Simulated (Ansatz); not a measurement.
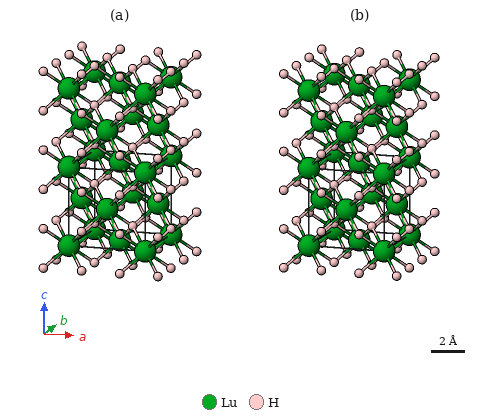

The structure of a crystal of LuH2 (set up in Fm-3m) before (left) and after (right) a relaxation, at one scale.

A ball-and-stick model of the conventional cell (4 times the calculation's cell), repeated 1 × 1 × 2 with one cell outlined, seen slightly off an axis. Lengths and directions refer to the drawn axes.

The run lets cell and atoms move.

Level of theory: Kohn-Sham DFT of a periodic cell, r2SCAN, Ansatz PAW (Ansatz).

Input
```yaml
crystal:
  lattice:
    - [0.0, 2.5165, 2.5165]
    - [2.5165, 0.0, 2.5165]
    - [2.5165, 2.5165, 0.0]
  atoms:
    - { symbol: Lu, position: [0.0, 0.0, 0.0] }
    - { symbol: H, position: [0.75, 0.75, 0.75] }
    - { symbol: H, position: [0.25, 0.25, 0.25] }
hamiltonian:
  xc: r2scan
  pseudopotentials: { kind: paw }
kpoints:
  mp_grid: { grid: [9, 9, 9] }
scf:
  occupations: { method: fermi_dirac, width: 0.05 }
output:
  forces: true
  stress: true
  eigenvalues: true
relax:
  f_tol: 0.01
  max_steps: 40
  cell: { stress_tol: 0.05, p_target: 2.0 }
```

Run as
```bash
ansatz run input.yaml --threads 2 --pin off --max-ram 5632MiB --backend cpu --events-out ev --progress --plain --runs-dir out
```

> Summarise the run.

The energy falls by 0.5 meV per atom in 2 accepted moves (4 points after the start). With the target pressure of 2 GPa, the enthalpy E + pV changes by −6.2 meV per atom. All forces vanish by symmetry, so only the cell relaxes. Pressure: −2.21 GPa at the start and 2.02 GPa at the end. The line search rejected the trial step at point 1 of the run. The SCF was repeated once at an unchanged geometry on a basis and grid sized afresh for the cell, which shifted the energy by 0.1 meV per atom at most. No atom moves by more than 0.005 Å relative to the cell. The drawn cell changes as follows: a = b = c 5.033 → 4.960 Å (−1.5 %); the volume changes by −4.3 %. Some distances before and after: Lu–Lu 3.559 → 3.507 Å, H–Lu 2.179 → 2.148 Å. The space group stays Fm-3m (No. 225). Cost: 10 s on 2 threads of Arm Neoverse V2 (shared host), peak memory 0.4 GiB.
